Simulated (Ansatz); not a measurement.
**SnO₂: 6 runs along one coordinate**

System: SnO₂ (P-1, 6 atoms in the cell).
Method: DFT PBE+D3(BJ), scalar-relativistic, plane waves, PAW, PAW set soft_1, no spin polarisation (Ansatz 0.2.0).

The 6 runs differ only in the geometry, by a shift of atoms along one path in a fixed cell. The shift s is measured from run 4: Sn1 moves along the Cartesian direction (−0.03, −0.02, −1.00), and Sn2, O3, O4, O5 and O6 with it in fixed proportion. The structure derives from a Materials Project entry.

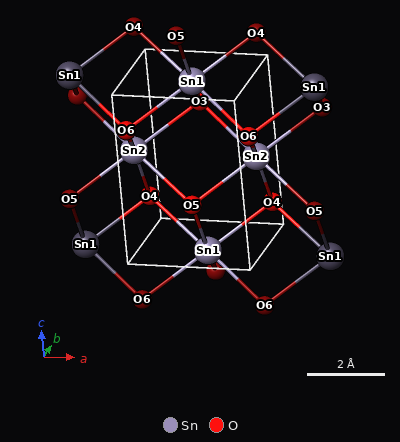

Figure 1. The structure of run 4 (ball-and-stick view of the cell of the calculation, seen slightly off an axis; neighbours outside the cell are drawn fainter; atoms are numbered from 1 in the order of the input). An atom can appear more than once, as a periodic image.

## Input of run 4
```yaml
crystal:
  lattice:
    - [1.618626461, -2.8035432689, 0.0]
    - [1.618626461, 0.934514423, 4.291825746]
    - [-4.855879383, -2.8035432689, 0.0]
  atoms:
    - { symbol: Sn, position: [0.5336087425, 0.4385267298, -0.0188144674] }
    - { symbol: Sn, position: [-0.0336087425, 0.5614732702, 0.5188144674] }
    - { symbol: O, position: [0.484060075, 0.7536670303, 0.775160043] }
    - { symbol: O, position: [1.015939925, 0.7079330855, 0.2120399956] }
    - { symbol: O, position: [0.484060075, 0.2920669145, 0.2879600044] }
    - { symbol: O, position: [1.015939925, 0.2463329697, 0.724839957] }
basis:
  ecutwfc: 520.0
kpoints:
  mp_grid: { grid: [8, 6, 6] }
hamiltonian:
  xc: pbe
  pseudopotentials: { kind: paw, azcp: { folder: soft_1 } }
  dispersion: d3bj
scf:
  occupations: { method: gaussian, width: 0.05 }
output:
  forces: true
  stress: true
  eigenvalues: true
```

Command:
```bash
ansatz run input.yaml --threads 2 --pin off --max-ram 4096MiB --backend cpu --events-out ev --progress --plain --runs-dir out
```

Lattice vectors (Å) and fractional positions of run 4:
```
   1.618626   -2.803543    0.000000
   1.618626    0.934514    4.291826
  -4.855879   -2.803543    0.000000
Sn  0.533609  0.438527 -0.018814
Sn -0.033609  0.561473  0.518814
O   0.484060  0.753667  0.775160
O   1.015940  0.707933  0.212040
O   0.484060  0.292067  0.287960
O   1.015940  0.246333  0.724840
```

Run 2 differs from it as follows:
```diff
-    - { symbol: Sn, position: [0.5336087425, 0.4385267298, -0.0188144674] }
-    - { symbol: Sn, position: [-0.0336087425, 0.5614732702, 0.5188144674] }
-    - { symbol: O, position: [0.484060075, 0.7536670303, 0.775160043] }
-    - { symbol: O, position: [1.015939925, 0.7079330855, 0.2120399956] }
-    - { symbol: O, position: [0.484060075, 0.2920669145, 0.2879600044] }
-    - { symbol: O, position: [1.015939925, 0.2463329697, 0.724839957] }
+    - { symbol: Sn, position: [0.5336087425, 0.4795089099, -0.0062714891] }
+    - { symbol: Sn, position: [-0.0336087425, 0.5204910901, 0.5062714891] }
+    - { symbol: O, position: [0.484060075, 0.738422382, 0.7541200272] }
+    - { symbol: O, position: [1.015939925, 0.7231777338, 0.2330800114] }
+    - { symbol: O, position: [0.484060075, 0.2768222662, 0.2669199886] }
+    - { symbol: O, position: [1.015939925, 0.261577618, 0.7458799728] }
```

## Results, with one run withheld

```tsv
run	shift s of Sn1 (Å)	free energy per atom, from the lowest run given (meV)	pressure (GPa)	gap on the mesh (eV)	force along the path (eV/Å)
1	−0.2640	0.00	0.39	1.50	0.000
2	−0.1760	?	?	?	?
3	−0.0880	11.81	−0.96	1.29	−0.820
4	0.0000	27.15	−2.52	1.05	−1.278
5	0.0880	49.52	−4.48	0.79	−1.779
6	0.1760	79.55	−6.62	0.53	−2.324
```

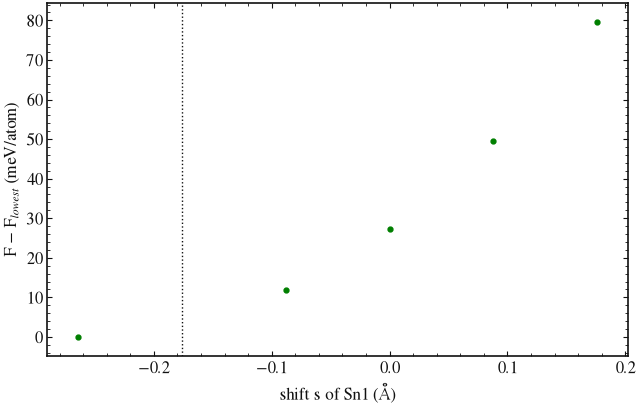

Figure 2. Free energy per atom of the runs given; the dotted line marks run 2.

Estimate the energy of run 2 from the others.

A cubic polynomial in the coordinate, fitted to the 5 runs given, misses them by at most 0.01 meV per atom. With x = s + 0.0176, it reads F = 23.53 + 197.27 x + 448.08 x² + 142.31 x³ (meV per atom). At run 2 it gives 2.96 meV per atom, and the run itself gives 2.91. The slope of the fit gives a force −dF/ds of −0.396 eV/Å along the path (summed over the atoms that move), and the printed forces give −0.399 eV/Å. The fit has no minimum inside this range. The gap on the mesh goes, without turning, from 1.50 eV in run 1 to 0.53 eV in run 6; run 2 has 1.45 eV. These are gaps of this functional on this mesh, which can miss the band edges; they aren't the measured gap.

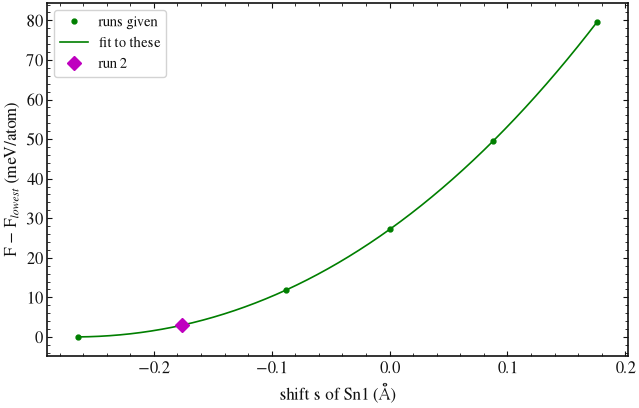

Figure 3. The fit and the withheld run.

## Output, shortened to warnings, some set-up lines, iterations and results (run 2)
```
Basis set: ecut = 520 eV, 2079 PW (Γ), exchange–correlation on 50×72×90 points (8 copies of the dense FFT grid, shifted against one another)
Symmetry: 2 space group operations
k-points: 148 of 288
Initial density: superposition of atomic densities (chi_scale 0.1, normalization cell, long waves kept (reshape's long-wave potential 0.05 eV rms))
[...]
SCF iter   1: F=—  HF=-14318.916581 eV  |F-HF|=—  |Δ(HF+E_count)|=         —  Δρ=6.63e-2  dr2=2.80e0  ethr=3.10e-3  ⟨swp⟩=6.3  Hψ=22999  notcnv=0  defer=15
SCF iter   2: F=—  HF=-14318.335194 eV  |F-HF|=—  |Δ(HF+E_count)|=   5.81e-1  Δρ=3.35e-2  dr2=5.91e-1  ethr=3.10e-3  ⟨swp⟩=3.0  Hψ=10393  notcnv=0  defer=266
SCF iter   3: F=—  HF=-14318.254043 eV  |F-HF|=—  |Δ(HF+E_count)|=   8.12e-2  Δρ=1.06e-2  dr2=1.01e-1  ethr=1.14e-3  ⟨swp⟩=3.0  Hψ=8940  notcnv=0  defer=118
SCF iter   4: F=—  HF=-14318.246549 eV  |F-HF|=—  |Δ(HF+E_count)|=   7.49e-3  Δρ=2.64e-3  dr2=4.29e-3  ethr=1.94e-4  ⟨swp⟩=2.0  Hψ=6827  notcnv=0  defer=118
SCF iter   5: F=—  HF=-14318.250665 eV  |F-HF|=—  |Δ(HF+E_count)|=   4.12e-3  Δρ=1.03e-3  dr2=6.79e-4  ethr=8.26e-6  ⟨swp⟩=2.0  Hψ=6782  notcnv=0  defer=118
SCF iter   6: F=—  HF=-14318.251648 eV  |F-HF|=—  |Δ(HF+E_count)|=   9.82e-4  Δρ=9.38e-4  dr2=5.64e-4  ethr=1.31e-6  ⟨swp⟩=2.1  Hψ=6890  notcnv=0  defer=118
SCF iter   7: F=—  HF=-14318.251632 eV  |F-HF|=—  |Δ(HF+E_count)|=   1.63e-5  Δρ=1.23e-4  dr2=9.71e-6  ethr=1.08e-6  ⟨swp⟩=2.0  Hψ=6099  notcnv=0  defer=118
SCF iter   8: F=—  HF=-14318.251664 eV  |F-HF|=—  |Δ(HF+E_count)|=   3.24e-5  Δρ=2.82e-5  dr2=5.70e-7  ethr=1.87e-8  ⟨swp⟩=2.0  Hψ=7078  notcnv=0  defer=118
SCF iter   9: F=-14318.251665 eV  HF=-14318.251665 eV  |F-HF|=3.04e-8  |Δ(HF+E_count)|=   1.25e-6  Δρ=5.38e-6  dr2=1.76e-8  ethr=1.92e-10  ⟨swp⟩=11.5  Hψ=24442  notcnv=0
SCF 1 converged in 9 iterations: F = -14318.251665 eV  dr2 = 1.76e-8
SCF converged after 9 iterations
Free energy (F): -14318.251665 eV
Harris-Foulkes:  -14318.251665 eV  (|F-HF|=3.04e-8)
Internal energy: -14318.251665 eV  (E = F + TS)
E sigma→0 (E₀):  -14318.251665 eV
Fermi energy:    8.795313 eV
--- Per-component energies (eV) ---
  E_band       = -178.422701
  E_kinetic    = 1013.020685
  E_local      = -3570.805042  (includes V_loc(G=0)·N_el)
  E_nonlocal   = 499.997724
  E_hartree    = 1616.805679
  E_xc         = -535.959347
  E_vxc        = -523.888276  (∫ρ·V_xc dr)
  E_paw        = -9397.148644  (= ΣΔE_a)
  E_vpaw       = -830.360516  (= ΣTr[D̂ρ^β])
  E_aug_tail   = 0.000977  (compensation charges beyond the density's cutoff)
  E_ewald      = -3942.957072
  E_disp       = -1.206625  (pairwise vdW)
  E_smearing   = -0.000000  (= −TS)
  E_closure    = 0.000000  (closes the sum)
  Σ components = -14318.251665   (vs F -14318.251665, Δ=0.00e0)
--- Forces (eV/Å), atoms counted from 1 ---
  atom   1  Sn    -0.62875885     1.05769431     0.17559937
  atom   2  Sn     0.62875885    -1.05769431    -0.17559937
  atom   3  O     -0.00988543    -0.07066840     0.01583985
  atom   4  O     -0.12077852     0.04971877     0.03276690
  atom   5  O      0.12077852    -0.04971877    -0.03276690
  atom   6  O      0.00988543     0.07066840    -0.01583985
  max |Σ_I F_I| component: 1.04e-17 eV/Å
--- Stress (GPa, compression-positive) ---
        0.334504       0.153181      -0.479856
        0.153180      -0.158184      -0.353546
       -0.479855      -0.353546      -0.052664
  P = ⅓ Tr σ = 0.0412 GPa (0.412 kbar)
```
